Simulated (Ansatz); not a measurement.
# SiC: 7 runs along one coordinate

System: SiC (P3m1, 12 atoms in the cell).
Method: DFT PBE, scalar-relativistic, plane waves, PAW, PAW set soft_1, no spin polarisation (Ansatz 0.2.0).

The 7 runs differ only in the geometry, by an even scaling of the cell at fixed fractional positions. The structure derives from an entry of the Crystallography Open Database.

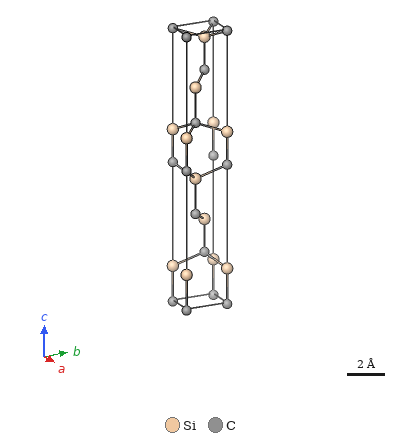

Figure 1. The structure of run 4 (ball-and-stick view of the cell of the calculation, seen slightly off an axis).

**Input of run 4**
```yaml
crystal:
  lattice:
    - [3.0949375958, 0.0, 0.0]
    - [-1.5474687979, 2.6802945811, 0.0]
    - [0.0, 0.0, 15.1863169775]
  atoms:
    - { symbol: Si, position: [0.0, 0.0, 0.1250430731] }
    - { symbol: Si, position: [0.0, 0.0, 0.6250368447] }
    - { symbol: Si, position: [0.3333333333, 0.6666666667, 0.2919359287] }
    - { symbol: Si, position: [0.6666666667, 0.3333333333, 0.7916986591] }
    - { symbol: Si, position: [0.3333333333, 0.6666666667, 0.9584134991] }
    - { symbol: Si, position: [0.6666666667, 0.3333333333, 0.4582056507] }
    - { symbol: C, position: [0.0, 0.0, 0.9948156354] }
    - { symbol: C, position: [0.0, 0.0, 0.5045612504] }
    - { symbol: C, position: [0.3333333333, 0.6666666667, 0.1713764111] }
    - { symbol: C, position: [0.6666666667, 0.3333333333, 0.6622826619] }
    - { symbol: C, position: [0.3333333333, 0.6666666667, 0.838011204] }
    - { symbol: C, position: [0.6666666667, 0.3333333333, 0.3286191816] }
basis:
  ecutwfc: 520.0
kpoints:
  mp_grid: { grid: [12, 12, 2] }
hamiltonian:
  xc: pbe
  pseudopotentials: { kind: paw, azcp: { folder: soft_1 } }
scf:
  occupations: { method: gaussian, width: 0.05 }
output:
  forces: true
  stress: true
  eigenvalues: true
```

Command:
```bash
ansatz run input.yaml --threads 4 --pin off --max-ram 8192MiB --backend cpu --events-out ev --progress --plain --runs-dir out
```

Run 6 differs from it as follows:
```diff
-    - [3.0949375958, 0.0, 0.0]
-    - [-1.5474687979, 2.6802945811, 0.0]
-    - [0.0, 0.0, 15.1863169775]
+    - [3.1466230537, 0.0, 0.0]
+    - [-1.5733115268, 2.7250555006, 0.0]
+    - [0.0, 0.0, 15.439928471]
```

**Results, with one run withheld**

```tsv
run	volume per atom (Å³)	free energy per atom, from the lowest run given (meV)	pressure (GPa)	gap on the mesh (eV)
1	9.730	47.14	19.88	1.93
2	9.981	21.59	12.93	1.94
3	10.239	5.99	6.58	1.95
4	10.498	0.00	0.93	1.95
5	10.762	2.73	−4.15	1.96
6	11.033	?	?	?
7	11.305	32.19	−12.84	1.96
```

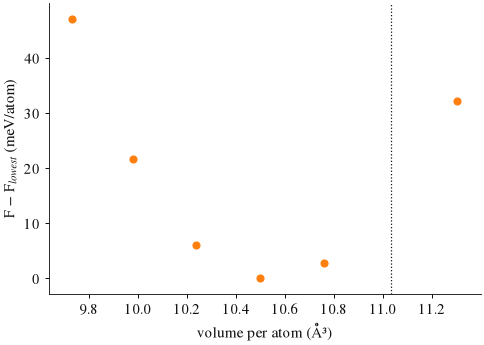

Figure 2. Free energy per atom of the runs given; the dotted line marks run 6.

What should run 6 give?

A cubic polynomial in V^(−2/3) (the Birch–Murnaghan form), fitted to the 6 runs given, misses them by under 0.01 meV per atom. With x = V^(−2/3) − 0.20991 Å⁻², it reads F = 1.2399 + 1410.1 x + 3.613e+05 x² − 1.2743e+05 x³ (meV per atom). At run 6 it gives 13.74 meV per atom, and the run itself gives 13.75. The slope of the fit gives a pressure −dF/dV of −8.78 GPa there, and the run prints −8.76 GPa. The fit has its minimum at 10.545 Å³ per atom, where V d²F/dV² gives 211 GPa. Cell shape and fractional positions are held, so this is the stiffness under even scaling; the relaxed bulk modulus wasn't computed. The gap on the mesh goes, without turning, from 1.93 eV in run 1 to 1.96 eV in run 7; run 6 has 1.96 eV. These are gaps of this functional on this mesh, which can miss the band edges; they aren't the measured gap.

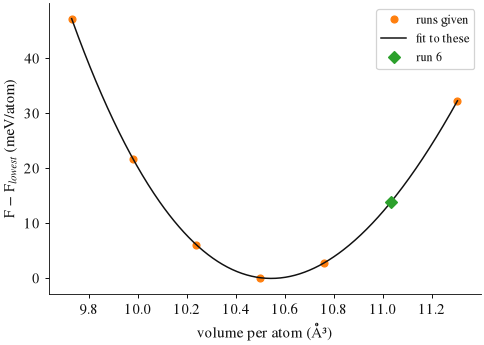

Figure 3. The fit and the withheld run.

**Output, shortened to warnings, some set-up lines, iterations and results (run 6)**
```
Basis set: ecut = 520 eV, 3555 PW (Γ), exchange–correlation on 48×48×240 points (8 copies of the dense FFT grid, shifted against one another)
Symmetry: 6 space group operations
k-points: 38 of 288 (time reversal used)
Initial density: superposition of atomic densities (chi_scale 0.1, normalization cell, long waves kept (reshape's long-wave potential 0.01 eV rms))
[...]
SCF iter   1: F=—  HF=-5330.441971 eV  |F-HF|=—  |Δ(HF+E_count)|=         —  Δρ=1.27e-1  dr2=2.73e1  ethr=3.10e-3  ⟨swp⟩=7.4  Hψ=7363  notcnv=0  defer=14
SCF iter   2: F=—  HF=-5322.548006 eV  |F-HF|=—  |Δ(HF+E_count)|=    7.89e0  Δρ=3.30e-2  dr2=1.09e0  ethr=3.10e-3  ⟨swp⟩=4.2  Hψ=3451  notcnv=0  defer=251
SCF iter   3: F=—  HF=-5322.386916 eV  |F-HF|=—  |Δ(HF+E_count)|=   1.61e-1  Δρ=1.20e-2  dr2=1.19e-1  ethr=2.27e-3  ⟨swp⟩=3.0  Hψ=2306  notcnv=0  defer=251
SCF iter   4: F=—  HF=-5322.393701 eV  |F-HF|=—  |Δ(HF+E_count)|=   6.78e-3  Δρ=2.93e-3  dr2=4.46e-2  ethr=2.49e-4  ⟨swp⟩=3.1  Hψ=2205  notcnv=0  defer=251
SCF iter   5: F=—  HF=-5322.381789 eV  |F-HF|=—  |Δ(HF+E_count)|=   1.19e-2  Δρ=4.46e-4  dr2=1.83e-4  ethr=9.30e-5  ⟨swp⟩=3.0  Hψ=2212  notcnv=0  defer=137
SCF iter   6: F=—  HF=-5322.381848 eV  |F-HF|=—  |Δ(HF+E_count)|=   5.88e-5  Δρ=9.64e-5  dr2=1.48e-5  ethr=3.82e-7  ⟨swp⟩=2.0  Hψ=2017  notcnv=0  defer=137
SCF iter   7: F=—  HF=-5322.381870 eV  |F-HF|=—  |Δ(HF+E_count)|=   2.24e-5  Δρ=2.71e-5  dr2=9.88e-7  ethr=3.09e-8  ⟨swp⟩=2.0  Hψ=1937  notcnv=0  defer=137
SCF iter   8: F=—  HF=-5322.381870 eV  |F-HF|=—  |Δ(HF+E_count)|=   1.86e-7  Δρ=8.80e-6  dr2=2.43e-7  ethr=2.08e-10  ⟨swp⟩=15.4  Hψ=8015  notcnv=0
SCF iter   9: F=-5322.381870 eV  HF=-5322.381870 eV  |F-HF|=7.08e-10  |Δ(HF+E_count)|=   2.03e-8  Δρ=2.40e-6  dr2=7.17e-9  ethr=2.08e-10  ⟨swp⟩=5.0  Hψ=4407  notcnv=0
SCF 1 converged in 9 iterations: F = -5322.381870 eV  dr2 = 7.17e-9
SCF converged after 9 iterations
Free energy (F): -5322.381870 eV
Harris-Foulkes:  -5322.381870 eV  (|F-HF|=7.08e-10)
Internal energy: -5322.381870 eV  (E = F + TS)
E sigma→0 (E₀):  -5322.381870 eV
Fermi energy:    9.759543 eV
--- Per-component energies (eV) ---
  E_band       = 142.032918
  E_kinetic    = 780.284857
  E_local      = -603.715146  (includes V_loc(G=0)·N_el)
  E_nonlocal   = 267.897822
  E_hartree    = 197.859067
  E_xc         = -627.319334
  E_vxc        = -643.458501  (∫ρ·V_xc dr)
  E_paw        = -3668.226920  (= ΣΔE_a)
  E_vpaw       = -54.693450  (= ΣTr[D̂ρ^β])
  E_aug_tail   = 0.000079  (compensation charges beyond the density's cutoff)
  E_ewald      = -1669.162295
  E_smearing   = -0.000000  (= −TS)
  E_closure    = 0.000000  (closes the sum)
  Σ components = -5322.381870   (vs F -5322.381870, Δ=0.00e0)
--- Forces (eV/Å), atoms counted from 1 ---
  atom   1  Si     0.00000000    -0.00000000     0.27204534
  atom   2  Si    -0.00000000     0.00000000     0.11593948
  atom   3  Si     0.00000000    -0.00000000    -0.04448461
  atom   4  Si    -0.00000000     0.00000000     0.34931321
  atom   5  Si    -0.00000000     0.00000000    -0.02168245
  atom   6  Si     0.00000000    -0.00000000     0.34543845
  atom   7  C     -0.00000000    -0.00000000     1.77716648
  atom   8  C      0.00000000     0.00000000    -2.16296727
  atom   9  C      0.00000000     0.00000000    -1.98309329
  atom  10  C     -0.00000000    -0.00000000     1.68737282
  atom  11  C      0.00000000    -0.00000000    -2.06454570
  atom  12  C     -0.00000000     0.00000000     1.72947609
  max |Σ_I F_I| component: 2.15e-5 eV/Å
--- Stress (GPa, compression-positive) ---
       -9.190049       0.000000       0.000000
        0.000000      -9.190049      -0.000000
        0.000000      -0.000000      -7.910525
  P = ⅓ Tr σ = -8.7635 GPa (-87.635 kbar)
```
